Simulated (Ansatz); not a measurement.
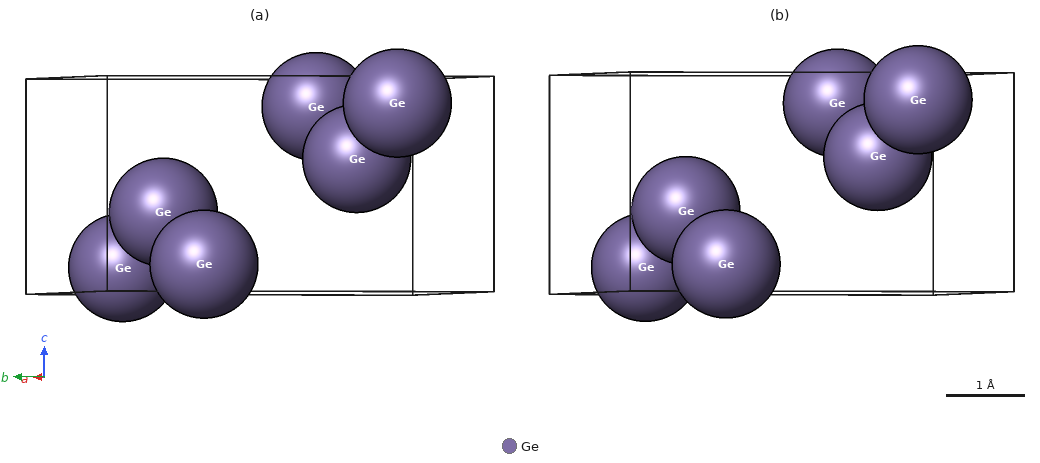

The structure of crystalline Ge (set up in Imma) before (left) and after (right) a relaxation, at one scale.

A spheres-only model of the conventional cell (2 times the calculation's cell), seen from a free direction. Lengths and directions refer to the drawn axes.

Method: DFT PBEsol, scalar-relativistic, plane waves, PAW in Ansatz 0.2.0. Settings: plane-wave cutoff 420 eV; k-point mesh 14 × 14 × 14; occupations gaussian; smearing width 0.15 eV; no spin polarisation.

### What changed between the two?

No atom moves by more than 0.005 Å relative to the cell. The drawn cell changes at constant volume: a 5.128 → 5.083 Å (−0.9 %), b 5.124 → 5.087 Å (−0.7 %), c 2.794 → 2.840 Å (+1.7 %). Some distances before and after: Ge–Ge 2.794 → 2.840 Å, Ge–Ge 2.657 → 2.640 Å. The space group stays I4_1/amd (No. 141).
